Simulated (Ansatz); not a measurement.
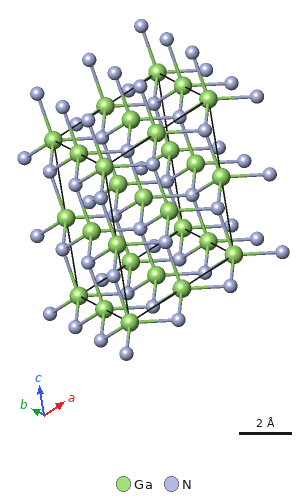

Starting frame of a dynamics run of a 16-atom cell of GaN (set up in F-43m). The picture is a ball-and-stick view of the reduced simulation cell, seen slightly off an axis. Bonds to atoms that aren't drawn are left out. Lengths and directions refer to the drawn axes.

Level of theory: Ansatz 0.2.0, DFT PBE, scalar-relativistic, plane waves, PAW.

Input file:
```yaml
crystal:
  lattice:
    - [-4.536849775, 4.536849775, 0.0]
    - [0.0, 4.536849775, -4.536849775]
    - [-4.536849775, 0.0, -4.536849775]
  atoms:
    - { symbol: Ga, position: [0.0, 0.5, 0.5] }
    - { symbol: Ga, position: [0.0, 0.0, 0.5] }
    - { symbol: Ga, position: [0.0, 0.5, 0.0] }
    - { symbol: Ga, position: [0.0, 0.0, 0.0] }
    - { symbol: Ga, position: [0.5, 0.5, 0.5] }
    - { symbol: Ga, position: [0.5, 0.0, 0.5] }
    - { symbol: Ga, position: [0.5, 0.5, 0.0] }
    - { symbol: Ga, position: [0.5, 0.0, 0.0] }
    - { symbol: "N", position: [0.375, 0.875, 0.375] }
    - { symbol: "N", position: [0.375, 0.375, 0.375] }
    - { symbol: "N", position: [0.375, 0.875, 0.875] }
    - { symbol: "N", position: [0.375, 0.375, 0.875] }
    - { symbol: "N", position: [0.875, 0.875, 0.375] }
    - { symbol: "N", position: [0.875, 0.375, 0.375] }
    - { symbol: "N", position: [0.875, 0.875, 0.875] }
    - { symbol: "N", position: [0.875, 0.375, 0.875] }
basis:
  ecutwfc: 420
kpoints:
  mp_grid: { grid: [2, 2, 2], shift: [0.5, 0.5, 0.5] }
hamiltonian:
  xc: pbe
scf:
  occupations: { method: fermi_dirac, width: 0.0689 }
  lower_state_search: "off"
  convergence: { dr2_threshold: 1.0e-07 }
output:
  forces: true
  stress: true
md:
  timestep: 2.0
  n_steps: 75
  ensemble: nve
  temperature: 800.0
  initial_velocities: maxwell_boltzmann
  seed: 68305
```

Command:
```bash
ansatz run input.yaml --threads 4 --pin off --max-ram 5120MiB --backend cpu --events-out ev --progress --plain --runs-dir out
```

> Predict how the run goes.

The mean temperature in the second half is 432 K (standard deviation 113 K). The first frame carries almost no forces, so kinetic energy first flows into potential energy: the temperature drops from 800 to 272 K within 14 fs, and without a thermostat its mean stays below the start. The potential energy in the second half lies on average 45.0 meV per atom above the first frame. The mean pressure there is 2.7 GPa. In the second half of the run the atoms are, in the root-mean-square, this far from where they began (common drift taken out): N 0.10 Å, Ga 0.09 Å. The run lasts only 150 fs, too short to tell vibration from diffusion.

Along the run (each row but the first and the last is the mean over the interval that it begins):

```json
{"time (fs)": "0.0", "potential energy (meV/atom)": "0.0", "T (K)": "800", "p (GPa)": "2.3"}
{"time (fs)": "14.0", "potential energy (meV/atom)": "47.7", "T (K)": "410", "p (GPa)": "2.6"}
{"time (fs)": "28.0", "potential energy (meV/atom)": "48.4", "T (K)": "403", "p (GPa)": "2.3"}
{"time (fs)": "42.0", "potential energy (meV/atom)": "67.0", "T (K)": "250", "p (GPa)": "2.8"}
{"time (fs)": "56.0", "potential energy (meV/atom)": "58.0", "T (K)": "325", "p (GPa)": "1.9"}
{"time (fs)": "70.0", "potential energy (meV/atom)": "64.2", "T (K)": "273", "p (GPa)": "2.0"}
{"time (fs)": "84.0", "potential energy (meV/atom)": "45.6", "T (K)": "427", "p (GPa)": "2.3"}
{"time (fs)": "98.0", "potential energy (meV/atom)": "41.0", "T (K)": "465", "p (GPa)": "2.8"}
{"time (fs)": "112.0", "potential energy (meV/atom)": "42.7", "T (K)": "451", "p (GPa)": "3.0"}
{"time (fs)": "126.0", "potential energy (meV/atom)": "36.7", "T (K)": "500", "p (GPa)": "2.8"}
{"time (fs)": "140.0", "potential energy (meV/atom)": "60.5", "T (K)": "306", "p (GPa)": "3.3"}
```

The paths of the atoms, magnified 3 times:

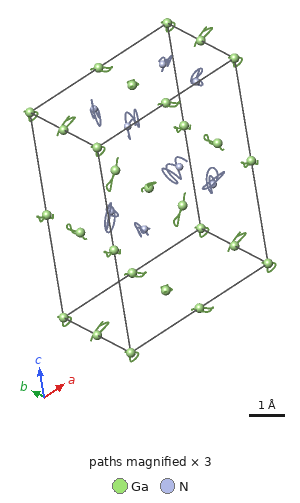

The run took roughly 8 core-minutes on a shared host.
